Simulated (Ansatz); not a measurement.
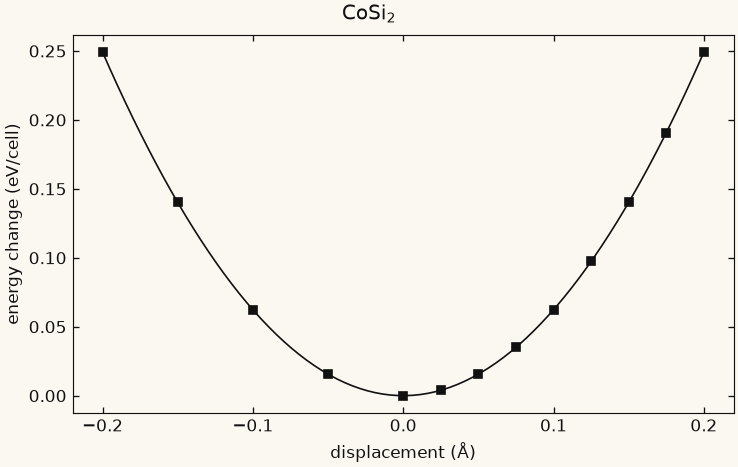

The figure shows the energy change against displacement for CoSi₂, space group Fm-3m (No. 225).

Structure:
```yaml
crystal:
  lattice:
    - [0.00000, 2.65625, 2.65625]
    - [2.65625, 0.00000, 2.65625]
    - [2.65625, 2.65625, 0.00000]
  atoms:
    - { symbol: Co, position: [0.00000, 0.00000, 0.00000] }
    - { symbol: Si, position: [0.25000, 0.25000, 0.25000] }
    - { symbol: Si, position: [0.75000, 0.75000, 0.75000] }
```

Method: all atoms of one element of a crystal moved along a line, all else fixed, by plane-wave density functional theory with PAW datasets, free energies less that of the undisturbed cell, pressure positive in compression; scalar-relativistic (Ansatz 0.2.0). Level: PBEsol, no spin polarisation.

```tsv
setting	value
wave cutoff	420 eV
k mesh	16×16×16
occupations	Gaussian
smearing width	0.15 eV
k shift	(0, 0, 0) (mesh steps)
start	relaxed
moved element	Si
direction	(0, 1, 0) (Cartesian unit vector)
```

The points at displacement −0.15, −0.05, 0.1 and 0.2 follow from computed ones by symmetry.

From this curve and the settings, what does the calculation give for the force along the direction (sum over moved atoms) and pressure at the same points?

The force along the direction (sum over moved atoms) falls from 2.49 eV/Å at displacement −0.200 Å to −2.49 eV/Å at 0.200 Å, and changes sign near 0.000 Å. The pressure goes from 3.415 GPa at displacement −0.200 Å to 3.415 GPa at 0.200 Å, not monotonically, with a low of −0.022 GPa at 0.000 Å.

```json
{"displacement (Å)": "-0.200", "force along the direction (sum over moved atoms) (eV/Å)": "2.49", "pressure (GPa)": "3.415"}
{"displacement (Å)": "-0.150", "force along the direction (sum over moved atoms) (eV/Å)": "1.87", "pressure (GPa)": "1.922"}
{"displacement (Å)": "-0.100", "force along the direction (sum over moved atoms) (eV/Å)": "1.25", "pressure (GPa)": "0.845"}
{"displacement (Å)": "-0.050", "force along the direction (sum over moved atoms) (eV/Å)": "0.62", "pressure (GPa)": "0.196"}
{"displacement (Å)": "0.000", "force along the direction (sum over moved atoms) (eV/Å)": "0.00", "pressure (GPa)": "-0.022"}
{"displacement (Å)": "0.025", "force along the direction (sum over moved atoms) (eV/Å)": "-0.31", "pressure (GPa)": "0.033"}
{"displacement (Å)": "0.050", "force along the direction (sum over moved atoms) (eV/Å)": "-0.62", "pressure (GPa)": "0.196"}
{"displacement (Å)": "0.075", "force along the direction (sum over moved atoms) (eV/Å)": "-0.93", "pressure (GPa)": "0.467"}
{"displacement (Å)": "0.100", "force along the direction (sum over moved atoms) (eV/Å)": "-1.25", "pressure (GPa)": "0.845"}
{"displacement (Å)": "0.125", "force along the direction (sum over moved atoms) (eV/Å)": "-1.56", "pressure (GPa)": "1.331"}
{"displacement (Å)": "0.150", "force along the direction (sum over moved atoms) (eV/Å)": "-1.87", "pressure (GPa)": "1.922"}
{"displacement (Å)": "0.175", "force along the direction (sum over moved atoms) (eV/Å)": "-2.18", "pressure (GPa)": "2.617"}
{"displacement (Å)": "0.200", "force along the direction (sum over moved atoms) (eV/Å)": "-2.49", "pressure (GPa)": "3.415"}
```

Note: no spin polarisation, a magnetic state may lie lower.
